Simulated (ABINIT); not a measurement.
# Run report: GaN, single-point calculation

GaN (4 atoms in the cell), computed with Kohn-Sham DFT of a periodic cell, PBE, Ansatz PAW PBE default generated set, frozen core, no spin polarisation (ABINIT 10.8.3).

The structure derives from an entry of the Crystallography Open Database.

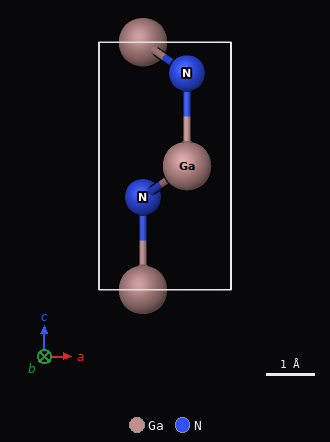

*The structure as given in the input (ball-and-stick view of the cell of the calculation, along the b axis). An atom can appear more than once, as a periodic image.*

Near neighbours in the periodic cell (some may lie outside the picture): Ga has 4 N at 1.94 to 1.95 Å; N has 4 Ga at 1.94 to 1.95 Å.

The input
```
pp_dirpath "./"
pseudos "Ga.GGA_PBE-ansatz.xml, N.GGA_PBE-ansatz.xml"

acell 3*1.0
rprim
     6.0093290763     0.0000000000     0.0000000000
    -3.0046645382     5.2042316397     0.0000000000
     0.0000000000     0.0000000000     9.7623251598
ntypat 2
znucl 31 7
natom 4
typat 1 1 2 2
xred
     0.6666666667     0.3333333333     0.5000000000
     0.3333333333     0.6666666667     0.0000000000
     0.6666666667     0.3333333333     0.8750000000
     0.3333333333     0.6666666667     0.3750000000

ecut 16.0
pawecutdg 32.0
pawxcdev 0
pawovlp 30

kptopt 1
ngkpt 10 10 5
nshiftk 1
shiftk 0.0 0.0 0.0

ixc 11

nband 22
occopt 3
tsmear 0.05 eV

nstep 100
tolvrs 1.0e-9

iomode 3
prtwf 0
prtden 0
prteig 0
prtebands 0
enunit 2
```

Run on 1 thread of Arm Neoverse V1, 24 GiB of memory available, shared host.

Run as:
```bash
abinit run.abi > log 2>&1
```

Output
```
.Version 10.8.3 of ABINIT
 Symmetries : space group P6_3 m c (#186); Bravais hP (primitive hexag.)
================================================================================
 Values of the parameters that define the memory need of the present run
     intxc =       0    ionmov =       0      iscf =      17    lmnmax =      30
     lnmax =       8     mgfft =      36  mpssoang =       4    mqgrid =    3001
     natom =       4  nloc_mem =       2    nspden =       1   nspinor =       1
    nsppol =       1      nsym =      12    n1xccc =       1    ntypat =       2
    occopt =       3   xclevel =       2
       mpw =         959          nfft =       20736          nkpt =          42
 PAW method is used; the additional fine FFT grid is defined by:
   mgfftf=        50    nfftf =     51200
================================================================================
================================================================================

--------------------------------------------------------------------------------
------------- Echo of variables that govern the present computation ------------
--------------------------------------------------------------------------------
 -outvars: echo values of preprocessed input variables --------
            acell      1.0000000000E+00  1.0000000000E+00  1.0000000000E+00 Bohr
              amu      6.97230000E+01  1.40067400E+01
             ecut      1.60000000E+01 Hartree
           enunit           2
              ixc          11
         kptrlatt       10    0    0      0   10    0      0    0    5
          kptrlen      4.88116258E+01
            natom           4
            nband          22
            ngfft          24      24      36
          ngfftdg          32      32      50
             nkpt          42
            nstep         100
             nsym          12
           ntypat           2
           occopt           3
        pawecutdg      3.20000000E+01 Hartree
          pawovlp      3.0000000000E+01
         pawxcdev           0
           prtden           0
        prtebands           0
           prteig           0
            prtwf           0
            rprim      6.0093290763E+00  0.0000000000E+00  0.0000000000E+00
                      -3.0046645382E+00  5.2042316397E+00  0.0000000000E+00
                       0.0000000000E+00  0.0000000000E+00  9.7623251598E+00
          spgroup         186
           tolvrs      1.00000000E-09
           tsmear      1.83746611E-03 Hartree
            typat      1  1  2  2
           useylm           1
           xangst      1.5899999989E+00  9.1798692737E-01  2.5829999982E+00
                      -1.7639790514E-11  1.8359738547E+00  0.0000000000E+00
                       1.5899999989E+00  9.1798692737E-01  4.5202499969E+00
                      -1.7639790514E-11  1.8359738547E+00  1.9372499987E+00
            xcart      3.0046645381E+00  1.7347438799E+00  4.8811625799E+00
                      -3.3334372990E-11  3.4694877598E+00  0.0000000000E+00
                       3.0046645381E+00  1.7347438799E+00  8.5420345148E+00
                      -3.3334372990E-11  3.4694877598E+00  3.6608719349E+00
             xred      6.6666666667E-01  3.3333333333E-01  5.0000000000E-01
                       3.3333333333E-01  6.6666666667E-01  0.0000000000E+00
                       6.6666666667E-01  3.3333333333E-01  8.7500000000E-01
                       3.3333333333E-01  6.6666666667E-01  3.7500000000E-01
            znucl       31.00000    7.00000

================================================================================

 chkinp: Checking input parameters for consistency.

================================================================================
== DATASET  1 ==================================================================

--- !DatasetInfo
iteration_state: {dtset: 1, }
dimensions: {natom: 4, nkpt: 42, mband: 22, nsppol: 1, nspinor: 1, nspden: 1, mpw: 959, }
cutoff_energies: {ecut:  16.0, pawecutdg:  32.0, }
electrons: {nelect:   3.60000000E+01, charge:   0.00000000E+00, occopt:   3.00000000E+00, tsmear:   1.83746611E-03, }
meta: {optdriver: 0, ionmov: 0, optcell: 0, iscf: 17, paral_kgb: 0, }
...

 Exchange-correlation functional for the present dataset will be:
  GGA: Perdew-Burke-Ernzerhof functional - ixc=11
  J.P.Perdew, K.Burke, M.Ernzerhof, PRL 77, 3865 (1996)

 Real(R)+Recip(G) space primitive vectors, cartesian coordinates (Bohr,Bohr^-1):
 R(1)=  6.0093291  0.0000000  0.0000000  G(1)=  0.1664079  0.0960757  0.0000000
 R(2)= -3.0046645  5.2042316  0.0000000  G(2)=  0.0000000  0.1921513  0.0000000
 R(3)=  0.0000000  0.0000000  9.7623252  G(3)=  0.0000000  0.0000000  0.1024346
 Unit cell volume ucvol=  3.0530638E+02 bohr^3
 Angles (23,13,12)=  9.00000000E+01  9.00000000E+01  1.20000000E+02 degrees

 Coarse grid specifications (used for wave-functions):

 getcut: wavevector=  0.0000  0.0000  0.0000  ngfft=  24  24  36
         ecut(hartree)=     16.000   => boxcut(ratio)=   2.04797

 Fine grid specifications (used for densities):

 getcut: wavevector=  0.0000  0.0000  0.0000  ngfft=  32  32  50
         ecut(hartree)=     32.000   => boxcut(ratio)=   2.01130

--- Pseudopotential description ------------------------------------------------
- pspini: atom type   1  psp file is ./Ga.GGA_PBE-ansatz.xml
 Pseudopotential format is: paw10
 basis_size (lnmax)=  8 (lmn_size= 30), orbitals=   0   0   1   1   2   2   2   3
 Spheres core radius: rc_sph= 2.63805767
 Shapefunction is NUMERIC type: directly read from atomic data file
 Radius for shape functions =  2.63805767
 Compensation charge density is not taken into account in XC energy/potential

- pspini: atom type   2  psp file is ./N.GGA_PBE-ansatz.xml
 Pseudopotential format is: paw10
 basis_size (lnmax)=  5 (lmn_size= 13), orbitals=   0   0   1   1   2
 Spheres core radius: rc_sph= 1.93318983
 Shapefunction is NUMERIC type: directly read from atomic data file
 Radius for shape functions =  1.93318983
 Compensation charge density is not taken into account in XC energy/potential

   2.15667769E+03                                ecore*ucvol(ha*bohr**3)
--------------------------------------------------------------------------------

================================================================================

--- !BeginCycle
iteration_state: {dtset: 1, }
solver: {iscf: 17, nstep: 100, nline: 4, wfoptalg: 10, }
tolerances: {tolvrs: 1.00E-09, }
...

     iter   Etot(hartree)      deltaE(h)  residm     nres2
 ETOT  1  -177.99353990475    -1.780E+02 1.496E+00 2.481E+01
 ETOT  2  -178.29258205873    -2.990E-01 1.451E-01 6.969E+00
 ETOT  3  -178.27405140510     1.853E-02 5.711E-02 5.417E-01
 ETOT  4  -178.27615653512    -2.105E-03 6.192E-02 1.162E-01
 ETOT  5  -178.27528498250     8.716E-04 4.462E-02 7.054E-03
 ETOT  6  -178.27533968522    -5.470E-05 5.335E-02 6.373E-04
 ETOT  7  -178.27535269704    -1.301E-05 1.901E-02 7.304E-04
 ETOT  8  -178.27535041741     2.280E-06 1.092E-02 2.122E-05
 ETOT  9  -178.27535050880    -9.139E-08 5.892E-03 9.446E-07
 ETOT 10  -178.27535052320    -1.441E-08 3.665E-03 6.442E-07
 ETOT 11  -178.27535052273     4.766E-10 1.433E-03 1.562E-08
 ETOT 12  -178.27535052277    -4.778E-11 3.651E-03 3.816E-09
 ETOT 13  -178.27535052282    -4.388E-11 2.035E-03 3.475E-09
 ETOT 14  -178.27535052281     1.035E-11 5.682E-03 3.388E-10

 At SCF step   14       nres2   =  3.39E-10 < tolvrs=  1.00E-09 =>converged.

 Cartesian components of stress tensor (hartree/bohr^3)
  sigma(1 1)= -2.12740082E-04  sigma(3 2)=  0.00000000E+00
  sigma(2 2)= -2.12740082E-04  sigma(3 1)=  0.00000000E+00
  sigma(3 3)= -2.85990216E-04  sigma(2 1)=  2.20248371E-13

--- !ResultsGS
iteration_state: {dtset: 1, }
comment   : Summary of ground state results
lattice_vectors:
- [  6.0093291,   0.0000000,   0.0000000, ]
- [ -3.0046645,   5.2042316,   0.0000000, ]
- [  0.0000000,   0.0000000,   9.7623252, ]
lattice_lengths: [   6.00933,    6.00933,    9.76233, ]
lattice_angles: [ 90.000,  90.000, 120.000, ] # degrees, (23, 13, 12)
lattice_volume:   3.0530638E+02
convergence: {deltae:  1.035E-11, res2:  3.388E-10, residm:  5.682E-03, diffor: null, }
etotal    :  -1.78275351E+02
entropy   :   0.00000000E+00
fermie    :   2.03261767E-01
cartesian_stress_tensor: # hartree/bohr^3
- [ -2.12740082E-04,   2.20248371E-13,   0.00000000E+00, ]
- [  2.20248371E-13,  -2.12740082E-04,   0.00000000E+00, ]
- [  0.00000000E+00,   0.00000000E+00,  -2.85990216E-04, ]
pressure_GPa:   6.9774E+00
xred      :
- [  6.6667E-01,   3.3333E-01,   5.0000E-01, Ga]
- [  3.3333E-01,   6.6667E-01,   0.0000E+00, Ga]
- [  6.6667E-01,   3.3333E-01,   8.7500E-01,  N]
- [  3.3333E-01,   6.6667E-01,   3.7500E-01,  N]
cartesian_forces: # hartree/bohr
- [  1.79231005E-28,  -2.06958138E-28,  -2.66516191E-03, ]
- [ -1.79231005E-28,  -1.72196039E-39,  -2.66516191E-03, ]
- [  1.79231005E-28,  -2.06958138E-28,   2.66516191E-03, ]
- [ -1.79231005E-28,   4.13916276E-28,   2.66516191E-03, ]
force_length_stats: {min:   2.66516191E-03, max:   2.66516191E-03, mean:   2.66516191E-03, }
...

 Integrated electronic density in atomic spheres:
 ------------------------------------------------
 Atom  Sphere_radius  Integrated_density
    1        2.63806         13.15163620
    2        2.63806         13.15163620
    3        1.93319          5.07647368
    4        1.93319          5.07647368

================================================================================

 ----iterations are completed or convergence reached----

 Mean square residual over all n,k,spin=   73.127E-07; max=  56.824E-04
 reduced coordinates (array xred) for    4 atoms
       0.666666666667      0.333333333333      0.500000000000
       0.333333333333      0.666666666667      0.000000000000
       0.666666666667      0.333333333333      0.875000000000
       0.333333333333      0.666666666667      0.375000000000
 rms dE/dt=  1.5022E-02; max dE/dt=  2.6023E-02; dE/dt below (all hartree)
    1       0.000000000000      0.000000000000      0.026022774748
    2       0.000000000000      0.000000000000      0.026022774748
    3       0.000000000000      0.000000000000     -0.026013579668
    4       0.000000000000     -0.000000000000     -0.026013579668

 cartesian coordinates (angstrom) at end:
    1      1.58999999890987     0.91798692737376     2.58299999824324
    2     -0.00000000001764     1.83597385474752     0.00000000000000
    3      1.58999999890987     0.91798692737376     4.52024999692566
    4     -0.00000000001764     1.83597385474752     1.93724999868243

 cartesian forces (hartree/bohr) at end:
    1      0.00000000000000    -0.00000000000000    -0.00266516191397
    2     -0.00000000000000    -0.00000000000000    -0.00266516191397
    3      0.00000000000000    -0.00000000000000     0.00266516191397
    4     -0.00000000000000     0.00000000000000     0.00266516191397
 frms,max,avg= 1.5387319E-03 2.6651619E-03   0.000E+00  0.000E+00 -4.709E-07 h/b

 cartesian forces (eV/Angstrom) at end:
    1      0.00000000000000    -0.00000000000000    -0.13704813586818
    2     -0.00000000000000    -0.00000000000000    -0.13704813586818
    3      0.00000000000000    -0.00000000000000     0.13704813586818
    4     -0.00000000000000     0.00000000000000     0.13704813586818
 frms,max,avg= 7.9124778E-02 1.3704814E-01   0.000E+00  0.000E+00 -2.422E-05 e/A
 length scales=  1.000000000000  1.000000000000  1.000000000000 bohr
              =  0.529177210544  0.529177210544  0.529177210544 angstroms
 Fermi (or HOMO) energy (hartree) =   0.20326   Average Vxc (hartree)=  -0.40449
 Eigenvalues (hartree) for nkpt=  42  k points:
 kpt#   1, nband= 22, wtk=  0.00200, kpt=  0.0000  0.0000  0.0000 (reduced coord)
  -0.42462   -0.39022   -0.33049   -0.32971   -0.32971   -0.32736   -0.32736   -0.32031
  -0.32031   -0.31657   -0.31657   -0.27023   -0.09669    0.12677    0.12677    0.16361
   0.16581    0.16581    0.23804    0.32396    0.50628    0.53079
      occupation numbers for kpt#   1
   2.00000    2.00000    2.00000    2.00000    2.00000    2.00000    2.00000    2.00000
   2.00000    2.00000    2.00000    2.00000    2.00000    2.00000    2.00000    2.00000
   2.00000    2.00000    0.00000    0.00000    0.00000    0.00000
 prteigrs : prtvol=0 or 1, do not print more k-points.

 Fermi (or HOMO) energy (eV) =   5.53103   Average Vxc (eV)= -11.00663
 Eigenvalues (   eV  ) for nkpt=  42  k points:
 kpt#   1, nband= 22, wtk=  0.00200, kpt=  0.0000  0.0000  0.0000 (reduced coord)
 -11.55460  -10.61831   -8.99317   -8.97185   -8.97185   -8.90784   -8.90784   -8.71612
  -8.71612   -8.61435   -8.61435   -7.35333   -2.63110    3.44967    3.44967    4.45198
   4.51199    4.51199    6.47733    8.81536   13.77669   14.44355
 prteigrs : prtvol=0 or 1, do not print more k-points.

--- !EnergyTerms
iteration_state     : {dtset: 1, }
comment             : Components of total free energy in Hartree
kinetic             :  1.82013257718907E+01
hartree             :  6.58381443142762E+01
xc                  : -9.47939293122625E+00
Ewald energy        : -1.17003474184010E+02
psp_core            :  7.06397854542573E+00
local_psp           : -1.49985345139623E+02
PAW spherical_terms :  7.08941206306451E+00
internal            : -1.78275351560202E+02
'-kT*entropy'       : -1.87224056292791E-12
total_energy        : -1.78275351560204E+02
total_energy_eV     : -4.85111944944277E+03
...

--- !EnergyTermsDC
iteration_state     : {dtset: 1, }
comment             : '"Double-counting" decomposition of free energy'
band_energy         : -7.26057718705693E+00
Ewald energy        : -1.17003474184010E+02
psp_core            :  7.06397854542573E+00
xc_dc               : -6.54411080290264E+01
PAW spherical_terms :  4.36583033186272E+00
internal            : -1.78275350522805E+02
'-kT*entropy'       : -1.87224056292791E-12
total_energy_dc     : -1.78275350522807E+02
total_energy_dc_eV  : -4.85111942121375E+03
...

--- !EnergyTermsWithPAWCore
iteration_state     : {dtset: 1, }
comment             : 'Components of total free energy, including PAW core contributions'
Total energy        : -3.95569379918637E+03
Total energy DC     : -3.95569379814897E+03
Total energy (eV)   : -1.07639911840492E+05
Total energy DC (eV): -1.07639911812263E+05
...

 Cartesian components of stress tensor (hartree/bohr^3)
  sigma(1 1)= -2.12740082E-04  sigma(3 2)=  0.00000000E+00
  sigma(2 2)= -2.12740082E-04  sigma(3 1)=  0.00000000E+00
  sigma(3 3)= -2.85990216E-04  sigma(2 1)=  2.20248371E-13

-Cartesian components of stress tensor (GPa)         [Pressure=  6.9774E+00 GPa]
- sigma(1 1)= -6.25902932E+00  sigma(3 2)=  0.00000000E+00
- sigma(2 2)= -6.25902930E+00  sigma(3 1)=  0.00000000E+00
- sigma(3 3)= -8.41412266E+00  sigma(2 1)=  6.47993080E-09

== END DATASET(S) ==============================================================
================================================================================

 -outvars: echo values of variables after computation  --------
            acell      1.0000000000E+00  1.0000000000E+00  1.0000000000E+00 Bohr
           etotal     -1.7827535052E+02
            fcart      1.7923100492E-28 -2.0695813788E-28 -2.6651619140E-03
                      -1.7923100492E-28 -1.7219603945E-39 -2.6651619140E-03
                       1.7923100492E-28 -2.0695813788E-28  2.6651619140E-03
                      -1.7923100492E-28  4.1391627576E-28  2.6651619140E-03
            rprim      6.0093290763E+00  0.0000000000E+00  0.0000000000E+00
                      -3.0046645382E+00  5.2042316397E+00  0.0000000000E+00
                       0.0000000000E+00  0.0000000000E+00  9.7623251598E+00
           strten     -2.1274008244E-04 -2.1274008177E-04 -2.8599021641E-04
                       0.0000000000E+00  0.0000000000E+00  2.2024837110E-13
           xangst      1.5899999989E+00  9.1798692737E-01  2.5829999982E+00
                      -1.7639790514E-11  1.8359738547E+00  0.0000000000E+00
                       1.5899999989E+00  9.1798692737E-01  4.5202499969E+00
                      -1.7639790514E-11  1.8359738547E+00  1.9372499987E+00
             xred      6.6666666667E-01  3.3333333333E-01  5.0000000000E-01
                       3.3333333333E-01  6.6666666667E-01  0.0000000000E+00
                       6.6666666667E-01  3.3333333333E-01  8.7500000000E-01
                       3.3333333333E-01  6.6666666667E-01  3.7500000000E-01
 Calculation completed.
```

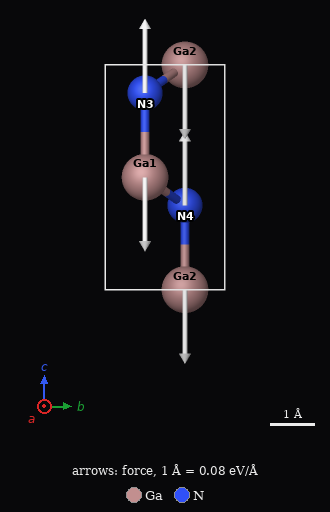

*Forces on the atoms as white arrows (ball-and-stick view of the cell of the calculation, along the a axis; atoms are numbered from 1 in the order of the input).*

The largest act on Ga1, Ga2 (0.14 eV/Å); N3, N4 (0.14 eV/Å). The geometry is not a stationary point of this energy.

Results in brief

| quantity | value |
| --- | --- |
| outcome | converged |
| space group (tolerance 0.01 Å) | P6₃mc (186) |
| electrons treated | 36 |
| free energy | −4851.1194 eV |
| Fermi energy | 5.531 eV |
| gap on the k-point mesh | 1.97 eV |
| pressure | 6.98 GPa |
| largest force (length of the vector) | 0.137 eV/Å |
| wall time | 77 s |
| peak memory | 0.27 GiB |

Points of doubt noted for this run: PAW spheres overlap. The cell is under a pressure of 7.0 GPa at this level, so it is not at its equilibrium volume.
